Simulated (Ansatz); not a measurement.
**Geometry relaxation of Cu$_{15}$O$_{8}$ (part 2 of 3)**

Continued. System: Cu$_{15}$O$_{8}$ (defect cell, 23 atoms in the cell). Method: DFT PBE, scalar-relativistic, plane waves, PAW, spin-polarised (Ansatz 0.2.0); cutoff 420 eV, 3×3×3 k-mesh, Gaussian smearing of 0.02 eV, collinear spins. The structure derives from a Materials Project entry. It belongs to a series of runs on one base structure; here: Cu vacancy (site c), charge +0, atoms relaxed at the host's cell, started again with a moment of 3 μB.

Geometry of the input (Å; fractional positions):
```
-4.2982  4.2982  4.2982
4.2982  -4.2982  4.2982
4.2982  4.2982  -4.2982
Cu -0.0004  -0.0006  0.2495
Cu -0.0003  0.4995  0.7497
Cu 0.4997  -0.0005  0.7497
Cu 0.2568  0.4996  0.4983
Cu 0.7552  0.0107  0.5052
Cu 0.7424  0.4994  0.0010
Cu 0.2442  -0.0117  -0.0059
Cu 0.4996  0.2568  0.4982
Cu 0.0108  0.7551  0.5052
Cu -0.0114  0.2439  -0.0059
Cu 0.4997  0.7421  0.0011
Cu 0.7424  0.7423  0.7410
Cu 0.2569  0.2566  0.7582
Cu 0.2442  0.7551  0.2497
Cu 0.7552  0.2439  0.2497
O  0.4996  0.4996  0.4890
O  0.0042  0.0041  0.5053
O  -0.0049  0.4996  0.0008
O  0.4997  -0.0053  0.0008
O  -0.0049  -0.0051  -0.0062
O  0.4996  0.4993  0.0102
O  0.4997  0.0043  0.4986
O  0.0042  0.4995  0.4986
```

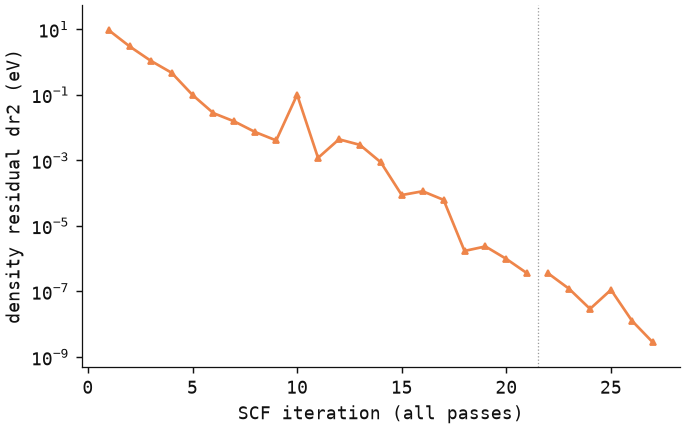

**Figure 1.** Convergence of the self-consistent field: density residual dr2 against the SCF iteration. The dotted lines part the SCF passes of the relaxation: geometry steps, rejected trials and re-solves on a re-selected basis. The passes take 21 and 6 iterations.

```
SCF converged after 6 iterations
Magnetization: 0.0001 μB (166.5000 up, 166.5000 down)
Absolute magnetization: 0.0001 μB (∫|ρ↑−ρ↓|, with the PAW one-centre terms)
Spin contamination: 0.0000 ħ² per cell (⟨S²⟩ above its minimum at these occupations)
Per-site moments (μB) at R_I (Å): [(3.547505321188746e-6, 0.7759710317732781), (3.5454807042762874e-6, 0.7759678911971426), (3.561700952975541e-6, 0.7760197521460888), (4.352918925022537e-6, 0.75545259597544), (3.1026742655220053e-6, 0.7716049951184172), (4.3542388640330895e-6, 0.7554477099608687), (3.1033929787518044e-6, 0.7715967861577454), (4.374424961632154e-6, 0.7555082322587668), (3.1015226017674097e-6, 0.7715834934600978), (3.1015726876151346e-6, 0.771566694514733), (4.37650006615413e-6, 0.7555021161579185), (4.352520182592518e-6, 0.7554822844920865), (4.360402587285266e-6, 0.7554352800698931), (3.102919330374666e-6, 0.7715876291423979), (3.102683878076011e-6, 0.7716006223313059), (1.9148331226429987e-6, 0.75545259597544), (1.013210680635409e-6, 0.7715834934600978), (1.0125818752478173e-6, 0.771566694514733), (1.0164950570496458e-6, 0.7715967861577454), (1.0143580413100233e-6, 0.7715700085114671), (1.914679138364722e-6, 0.7554352800698931), (1.0177513478784024e-6, 0.7715876291423979), (1.0137034917167025e-6, 0.7715891419742947)]
Free energy (F): -103906.362811 eV
Harris-Foulkes:  -103906.362811 eV  (|F-HF|=2.28e-9)
Internal energy: -103906.360147 eV  (E = F + TS)
E sigma→0 (E₀):  -103906.361479 eV
Entropy (-TS):   -0.002665 eV (-0.116 meV/atom)
Fermi energy:    9.414670 eV
--- Per-component energies (eV) ---
  E_band       = -7273.175115
  E_kinetic    = 5863.662445
  E_local      = -78015.316351  (includes V_loc(G=0)·N_el)
  E_nonlocal   = 6304.678872
  E_hartree    = 34082.855870
  E_xc         = -1900.999771
  E_vxc        = -2442.638022  (∫ρ·V_xc dr)
  E_paw        = -26256.088367  (= ΣΔE_a)
  E_vpaw       = -7149.287693  (= ΣTr[D̂ρ^β])
  E_aug_tail   = 0.022190  (compensation charges beyond the density's cutoff)
  E_ewald      = -43985.175035
  E_smearing   = -0.002665  (= −TS)
  E_closure    = -0.000000  (closes the sum)
  Σ components = -103906.362811   (vs F -103906.362811, Δ=0.00e0)
--- Forces (eV/Å), atoms counted from 1 ---
  atom   1  Cu     0.00013005     0.00045629     0.00060344
  atom   2  Cu    -0.00017259     0.00006889     0.00040105
  atom   3  Cu     0.00013702     0.00021327     0.00004677
  atom   4  Cu    -0.00211481     0.00971800     0.00150528
  atom   5  Cu    -0.00244177    -0.00002050    -0.00220209
  atom   6  Cu     0.00202523    -0.00953448    -0.00064112
  atom   7  Cu     0.00254173    -0.00044622     0.00199923
  atom   8  Cu     0.01027717    -0.00117084     0.00147272
  atom   9  Cu    -0.00036916    -0.00248625    -0.00251194
  atom  10  Cu    -0.00037033     0.00277621     0.00287476
  atom  11  Cu    -0.01028464     0.00073325    -0.00078780
  atom  12  Cu    -0.00221179    -0.00090540    -0.00961403
  atom  13  Cu     0.00206756     0.00102524     0.00954870
  atom  14  Cu    -0.00280844     0.00169145    -0.00040320
  atom  15  Cu     0.00228697    -0.00247899     0.00003584
  atom  16  O      0.00090791     0.00265607    -0.00150778
  atom  17  O     -0.00118569    -0.00119657     0.00035895
  atom  18  O     -0.00099825    -0.00183327     0.00107598
  atom  19  O     -0.00095633    -0.00139160     0.00095938
  atom  20  O      0.00109835     0.00120528    -0.00253956
  atom  21  O      0.00018513    -0.00155412     0.00214339
  atom  22  O      0.00072476     0.00106846    -0.00135556
  atom  23  O      0.00153544     0.00140928    -0.00146555
  max |Σ_I F_I| component: 3.52e-6 eV/Å
--- Band table (eV; the first three rows and the last of 28) ---
  k-point 0 ↑: bands = ["-102.4375", "-102.4375", "-102.4375", "-102.4039", "-102.4037", "-102.4036", "-102.4035", "-102.4034", "-102.4033", "-102.3826", "-102.3824", "-102.3822", "-102.3820", "-102.3819", "-102.3817", "-59.9801", "-59.9787", "-59.9786", "-59.9684", "-59.9684", "-59.9677", "-59.9653", "-59.9653", "-59.9642", "-59.9550", "-59.9543", "-59.9481", "-59.9479", "-59.9477", "-59.9476", "-59.7717", "-59.7716", "-59.7716", "-59.7376", "-59.7375", "-59.7372", "-59.7313", "-59.7312", "-59.7308", "-59.7308",
      "-59.7266", "-59.7259", "-59.7012", "-59.7010", "-59.7001", "-59.6999", "-59.6989", "-59.6978", "-59.6928", "-59.6912", "-59.6910", "-59.6909", "-59.6902", "-59.6901", "-59.6569", "-59.6547", "-59.6545", "-59.6527", "-59.6526", "-59.6525", "-10.1945", "-9.9019", "-9.9016", "-9.8965", "-9.8962", "-9.6889", "-8.7985", "-8.7438", "2.4127", "2.5252", "2.5255", "2.6654", "2.7843", "2.7850", "2.8162", "2.8164", "3.3259", "3.7890", "3.7891", "3.8062",
      "3.8062", "3.8148", "4.2869", "4.3744", "4.3745", "4.6789", "4.8186", "4.8188", "5.0490", "5.1250", "5.2839", "5.2840", "5.9111", "6.6573", "6.6977", "6.6979", "6.7366", "6.7366", "6.7967", "6.8359", "6.8360", "6.8774", "6.8776", "6.9001", "6.9560", "7.0489", "7.0491", "7.1662", "7.1669", "7.3476", "7.4020", "7.4044", "7.4073", "7.4073", "7.4152", "7.4153", "7.4655", "7.4656", "7.4674", "7.4883",
      "7.4946", "7.5420", "7.5421", "7.5915", "7.5917", "7.6320", "7.6324", "7.6848", "7.6848", "7.7019", "7.7567", "7.7569", "7.7632", "7.7634", "7.7660", "7.7677", "7.7702", "7.8174", "7.8176", "7.8452", "7.8741", "7.8742", "7.9075", "8.0172", "8.0173", "8.0840", "8.0841", "8.1182", "8.1933", "8.1934", "8.1980", "8.2618", "8.3217", "8.4200", "8.4212", "8.4835", "8.4840", "8.5433", "8.7143", "8.9637",
      "8.9640", "9.0215", "9.0216", "9.2446", "9.4557", "9.5788", "9.5788", "10.1395", "11.0536", "11.0544", "11.4957", "11.4960", "11.8769", "11.9053", "11.9059", "12.2164", "13.3608", "13.4371", "13.4374", "13.6246", "13.9028", "13.9041", "16.3931", "16.4245", "16.4246", "16.6601", "16.6620", "16.7319", "17.5227", "17.5232", "18.0080", "18.0882", "18.0887", "18.1177", "18.1814", "18.1821", "18.6227", "19.0551", "19.5762", "19.5769",
      "20.2758", "20.3832"]
  k-point 1 ↑: bands = ["-102.4375", "-102.4375", "-102.4375", "-102.4038", "-102.4036", "-102.4036", "-102.4035", "-102.4033", "-102.4033", "-102.3826", "-102.3823", "-102.3821", "-102.3820", "-102.3818", "-102.3817", "-59.9795", "-59.9793", "-59.9786", "-59.9688", "-59.9679", "-59.9673", "-59.9655", "-59.9654", "-59.9643", "-59.9548", "-59.9543", "-59.9481", "-59.9479", "-59.9477", "-59.9476", "-59.7717", "-59.7716", "-59.7716", "-59.7376", "-59.7375", "-59.7373", "-59.7325", "-59.7323", "-59.7291", "-59.7287",
      "-59.7273", "-59.7267", "-59.7011", "-59.7008", "-59.7003", "-59.7000", "-59.6990", "-59.6978", "-59.6925", "-59.6916", "-59.6911", "-59.6910", "-59.6902", "-59.6899", "-59.6569", "-59.6547", "-59.6545", "-59.6527", "-59.6526", "-59.6525", "-10.1206", "-9.9879", "-9.9734", "-9.8528", "-9.8096", "-9.7373", "-8.7889", "-8.7610", "2.5082", "2.6145", "2.7525", "2.8316", "2.8968", "2.9024", "2.9425", "3.0470", "3.2527", "3.3661", "3.5929", "3.6623",
      "3.9106", "3.9991", "4.0850", "4.2632", "4.3052", "4.3086", "4.6738", "4.8109", "4.8572", "5.1152", "5.1939", "5.4007", "5.7934", "6.2883", "6.5413", "6.5525", "6.5801", "6.7962", "6.8189", "6.8295", "6.9226", "6.9348", "6.9498", "7.0477", "7.0894", "7.1118", "7.2007", "7.2527", "7.2622", "7.3036", "7.3547", "7.3638", "7.3942", "7.4040", "7.4080", "7.4204", "7.4498", "7.4991", "7.5076", "7.5115",
      "7.5377", "7.5506", "7.5746", "7.5939", "7.6329", "7.6465", "7.6578", "7.6781", "7.7083", "7.7238", "7.7468", "7.7693", "7.7872", "7.8093", "7.8284", "7.8383", "7.8655", "7.8891", "7.8902", "7.8977", "7.9004", "7.9188", "7.9191", "7.9468", "7.9654", "7.9966", "8.0165", "8.0635", "8.1095", "8.1266", "8.1931", "8.2511", "8.2836", "8.3697", "8.4249", "8.4821", "8.5000", "8.5657", "8.6909", "8.7510",
      "8.9601", "9.0065", "9.0451", "9.1310", "9.2049", "9.2460", "9.4644", "10.5969", "11.4297", "11.6602", "11.7949", "11.9872", "12.2608", "12.3176", "12.4981", "12.6431", "13.1020", "13.3469", "13.3770", "13.8117", "13.9007", "14.4728", "15.1110", "15.3696", "15.4354", "15.4611", "16.3220", "16.4978", "16.9072", "16.9487", "17.2896", "17.7972", "17.9104", "18.1667", "18.5203", "18.6573", "19.2665", "19.2836", "19.4806", "19.7550",
      "20.0787", "20.2951"]
  k-point 2 ↑: bands = ["-102.4375", "-102.4375", "-102.4375", "-102.4038", "-102.4037", "-102.4036", "-102.4035", "-102.4034", "-102.4033", "-102.3826", "-102.3823", "-102.3822", "-102.3819", "-102.3818", "-102.3817", "-59.9797", "-59.9790", "-59.9787", "-59.9689", "-59.9680", "-59.9670", "-59.9656", "-59.9653", "-59.9643", "-59.9546", "-59.9545", "-59.9481", "-59.9479", "-59.9477", "-59.9475", "-59.7716", "-59.7716", "-59.7716", "-59.7375", "-59.7374", "-59.7374", "-59.7314", "-59.7312", "-59.7308", "-59.7307",
      "-59.7264", "-59.7260", "-59.7009", "-59.7008", "-59.7003", "-59.7001", "-59.6991", "-59.6978", "-59.6925", "-59.6916", "-59.6911", "-59.6910", "-59.6901", "-59.6899", "-59.6569", "-59.6547", "-59.6546", "-59.6527", "-59.6526", "-59.6525", "-10.1297", "-9.9916", "-9.9479", "-9.8734", "-9.8159", "-9.7176", "-8.8028", "-8.7539", "2.5807", "2.6093", "2.6811", "2.7226", "2.8894", "2.9039", "3.0715", "3.0969", "3.1913", "3.3815", "3.5238", "3.7845",
      "3.9060", "4.0640", "4.1563", "4.1580", "4.3764", "4.5556", "4.5980", "4.6691", "4.7649", "4.9477", "5.0732", "5.5932", "5.7249", "6.2437", "6.4828", "6.6013", "6.7085", "6.7339", "6.8053", "6.8484", "6.8708", "6.8850", "7.0682", "7.0722", "7.0893", "7.1523", "7.1662", "7.2540", "7.2612", "7.3233", "7.3386", "7.3587", "7.3740", "7.3889", "7.4226", "7.4283", "7.4405", "7.4481", "7.4766", "7.5045",
      "7.5440", "7.5629", "7.5958", "7.6031", "7.6077", "7.6432", "7.6676", "7.6781", "7.6992", "7.7344", "7.7509", "7.7838", "7.7840", "7.8202", "7.8207", "7.8314", "7.8661", "7.8689", "7.8815", "7.8986", "7.9152", "7.9464", "7.9507", "7.9654", "7.9803", "8.0065", "8.0133", "8.0675", "8.0701", "8.0812", "8.1603", "8.2385", "8.3191", "8.3367", "8.3632", "8.4726", "8.5532", "8.5968", "8.7104", "8.7980",
      "8.9649", "8.9975", "9.0832", "9.1382", "9.1714", "9.2282", "9.4226", "10.6061", "11.5232", "11.6876", "11.7982", "11.9556", "12.2711", "12.3604", "12.5384", "12.6672", "13.1706", "13.1947", "13.5234", "13.6238", "13.9782", "14.4449", "15.1663", "15.3628", "15.4028", "15.7105", "16.2837", "16.4307", "16.5273", "16.8645", "17.0839", "17.5521", "18.1688", "18.3857", "18.6423", "18.9537", "19.1861", "19.3078", "19.5947", "19.8988",
      "20.0886", "20.2195"]
```
